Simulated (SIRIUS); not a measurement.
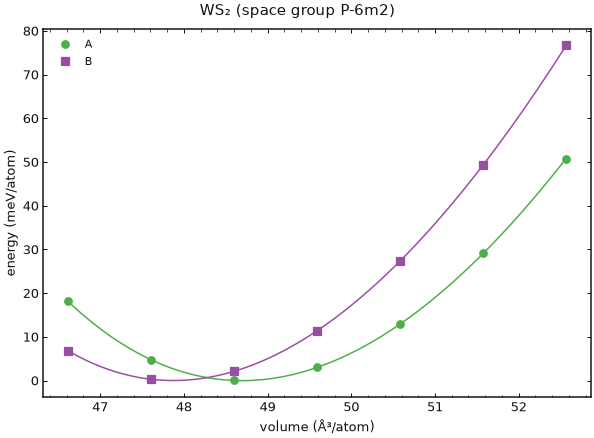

The plot gives the computed energy against volume, with one curve for each functional, for WS₂ (space group P-6m2). The labels are replaced by letters. In alphabetical order the cases are: LDA; PBEsol.

Calculation (SIRIUS 7.12.0): all-electron LAPW DFT, no spin polarisation; energies at scaled volumes of the given cell, shape and fractions fixed, counted from the fit's minimum, third-order Birch-Murnaghan fit. All runs: no spin polarisation.

```tsv
setting	value
k mesh	10×10×2
occupations	Fermi–Dirac
smearing width	0.05 eV
potentials	all electron FP LAPW
```

> Which letter stands for which functional?

A: PBEsol; B: LDA.

Caveats: shape and atomic fractions are frozen while scaling, which makes layered, chain and framework solids too stiff.
